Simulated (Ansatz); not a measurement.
Geometry relaxation of Ni (part 3 of 3)

Continued. System: Ni (P6/mmm, 3 atoms in the cell). Method: DFT, PBE, PAW with Ansatz's default frozen-core files, scalar-relativistic, spin-polarised (Ansatz 0.2.0); cutoff 420 eV, 12×12×16 k-mesh, Fermi–Dirac smearing of 0.08 eV, collinear spins. The structure was built on a prototype by a generator; it need not be a known phase. Its volume is 0.49 times that of the source entry. It belongs to a series of runs on one base structure; here: omega relaxed under pressure, PAW files.

Geometry of the input (Å; fractional positions):
```
3.1086  0.0000  0.0000
-1.5543  2.6922  0.0000
0.0000  0.0000  1.9274
Ni 0.0000  0.0000  0.0000
Ni 0.3333  0.6667  0.5000
Ni 0.6667  0.3333  0.5000
```

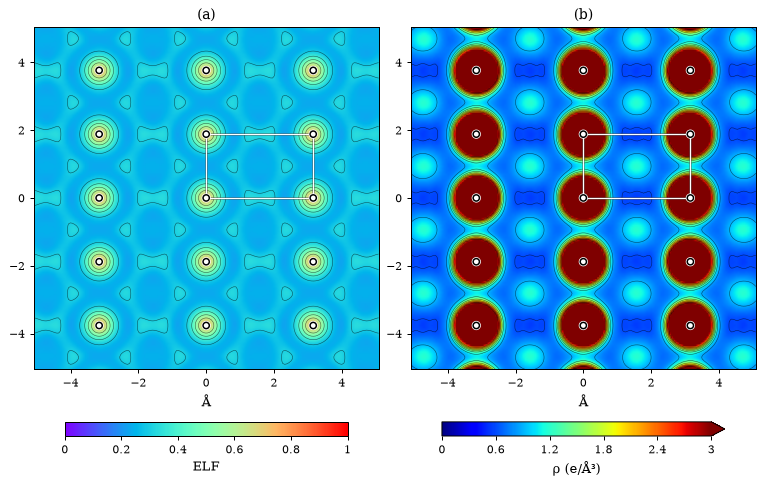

*(a) electron localisation function; (b) valence electron density on the (100) plane of the conventional cell. Circles mark the nuclei in the plane (Ni).*

The plane passes through Ni nuclei. Ni–Ni (1.88 Å): ρ is about 1.1 e/Å³ halfway; the ELF is about 0.25 at the midpoint; no localised pair between them. Away from the nuclei the density in this plane falls to 0.56 e/Å³ at its lowest. The strong features right at Ni lie inside the PAW spheres (semicore, d or f shells) and say nothing about bonding. The fields are those of the smooth PAW valence density.

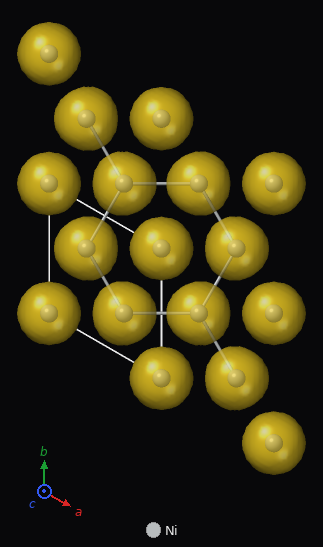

*Isosurface of the valence pseudo-density at 1.5 e/Å³ (yellow), seen along the c axis. Sticks mark near contacts. The outline is the cell set on symmetry axes.*

At this value the density breaks into separate islands; it holds about 85 % of the electrons treated as valence (semicore included). It is pinched off along the Ni–Ni (1.82 Å) and Ni–Ni (1.88 Å) contacts. On the grid the lowest density along these lines, outside the cores, is 1.2 e/Å³ (Ni–Ni, 1.82 Å) and 1.1 e/Å³ (Ni–Ni, 1.88 Å).
